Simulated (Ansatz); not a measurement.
Cd₃O

```
Cd O
1.0
     5.37486    0.00000    0.00000
    -2.68743    4.65477    0.00000
     0.00000    0.00000    6.45419
Cd O
6 2
Direct
  0.34333 0.00000 0.25000
  0.00000 0.34333 0.25000
  0.65667 0.65667 0.25000
  0.65667 0.00000 0.75000
  0.00000 0.65667 0.75000
  0.34333 0.34333 0.75000
  0.00000 0.00000 0.00000
  0.00000 0.00000 0.50000
```

Space group P6₃/mcm; a generated structure, not necessarily the stable one; changed on purpose from its base cell (volume × 1.06, shape and atoms relaxed); computed pressure about −3 GPa in this cell.

Method: Ansatz 0.2.0, DFT PBE, scalar-relativistic, plane waves, PAW.

### What will maps of the valence pseudo-density and electron localisation function show?

Cd–O (2.45 Å): ρ is about 0.29 e/Å³ halfway; the ELF is about 0.10 at the midpoint: no shared electron pair shows on this line.

### Does the calculation make it a metal, or give it a gap?

It is metallic or semimetallic at this level of theory: no gap opens.

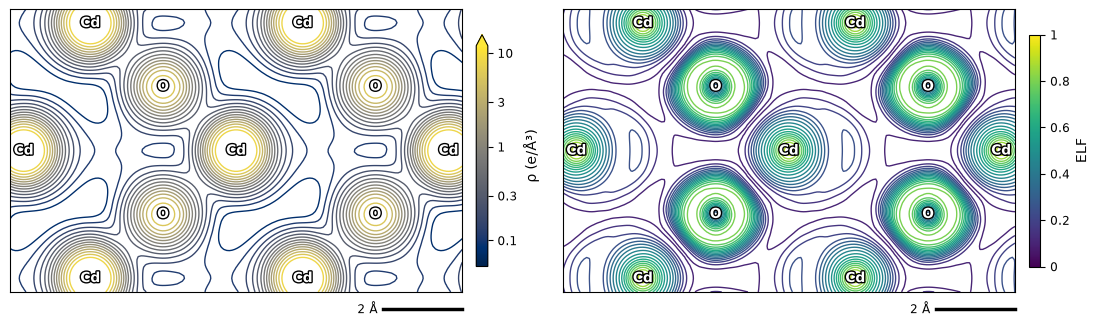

Computed valence pseudo-density and electron localisation function on the (010) plane of the conventional cell, in this order. 
